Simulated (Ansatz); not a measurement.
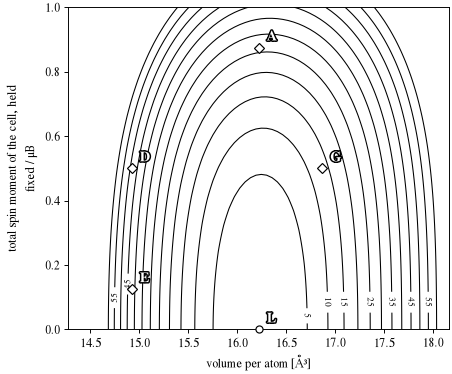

TiAl (P-6m2, No. 187; 2 atoms in the cell). The energy is mapped over volume and a fixed ferromagnetic moment. The first coordinate is: volume per atom; the second: total spin moment of the cell, held fixed. Nothing is relaxed (shape and fractional coordinates fixed). The scan uses a 7 × 9 grid. Points are written as (first, second). Energies: meV/atom, counted from the lowest grid point. The moment is held fixed and parallel; antiferromagnetic orders weren't tried. All numbers below come from DFT PBEsol, scalar-relativistic, plane waves, PAW (Ansatz 0.2.0). Settings: cutoff 520 eV, k-mesh 21×21×12 in the order of the run's cell vectors, gaussian smearing 0.15 eV.

In the figure: contour lines labelled in meV/atom (none above 60), lettered points. Between grid points the surface is interpolated.

What kind of point is each of D, E, G: minimum, saddle, maximum or slope?

D: on a slope; E: on a slope; G: on a slope. (In these two coordinates alone; a stationary point may lie a little off the grid point.)

Rank the lettered points by energy, lowest first.

L (0 meV/atom), G (13 meV/atom), A (26 meV/atom), E (42 meV/atom), D (49 meV/atom).

PAW datasets: the set soft_1.
